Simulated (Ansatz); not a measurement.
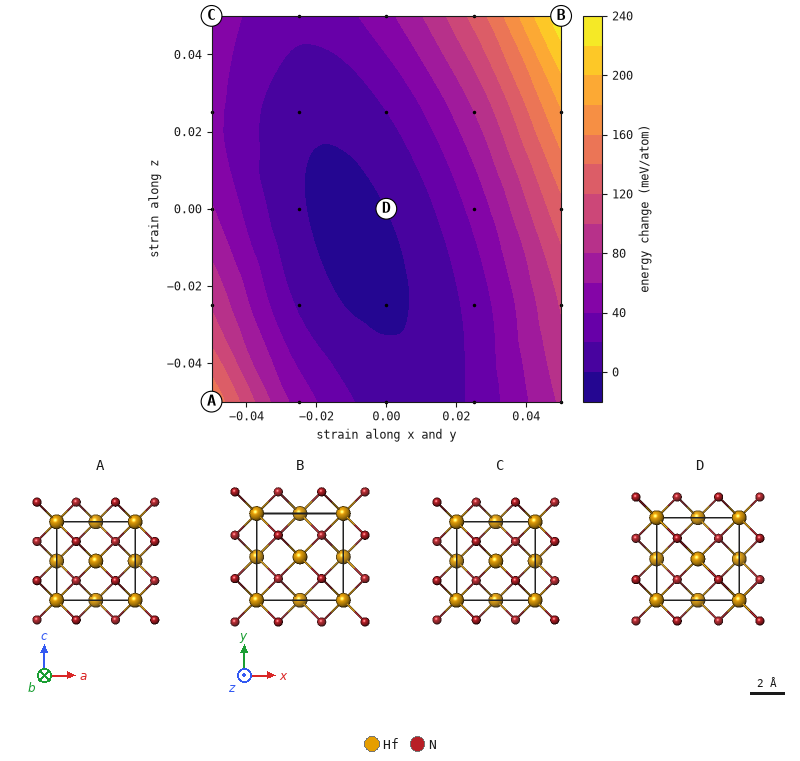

Solid HfN (F-43m): the cell is strained equally along x and y and separately along z, with the atoms kept at their fractional coordinates. x, y and z are the Cartesian axes of the input. The map is interpolated between the computed points (dots). The lettered frames are marked on it. A ball-and-stick model of the conventional cell (4 times the calculation's cell), seen along the b axis. Lengths and directions refer to the drawn axes.

Computed with Ansatz 0.2.0, DFT PBEsol, scalar-relativistic, plane waves, PAW. Settings: plane-wave cutoff 420 eV; k-point mesh 16 × 16 × 16; occupations gaussian; smearing width 0.15 eV; no spin polarisation. Energies (free energies at the smearing named) are counted from the cell as listed in its source, which wasn't relaxed.

**Describe the energy landscape.**

In pairs of (strain along x and y; strain along z): the lowest computed point lies at (0.000, −0.025) (−3.2 meV/atom), the highest at (0.050, 0.050) (235.1 meV/atom). The valley is tilted: raising the in-plane strain is made harder by raising the strain along z (cross term 0.58 of the geometric mean of the two curvatures). Over the ranges scanned the energy rises more along the first axis, the in-plane strain. The pressure runs from −24.7 GPa at (0.050, 0.050) to 33.5 GPa at (−0.050, −0.050). The frames lie at A (−0.050, −0.050): 156.6 meV/atom, B (0.050, 0.050): 235.1 meV/atom, C (−0.050, 0.050): 49.3 meV/atom, D (0.000, 0.000): 0.0 meV/atom.
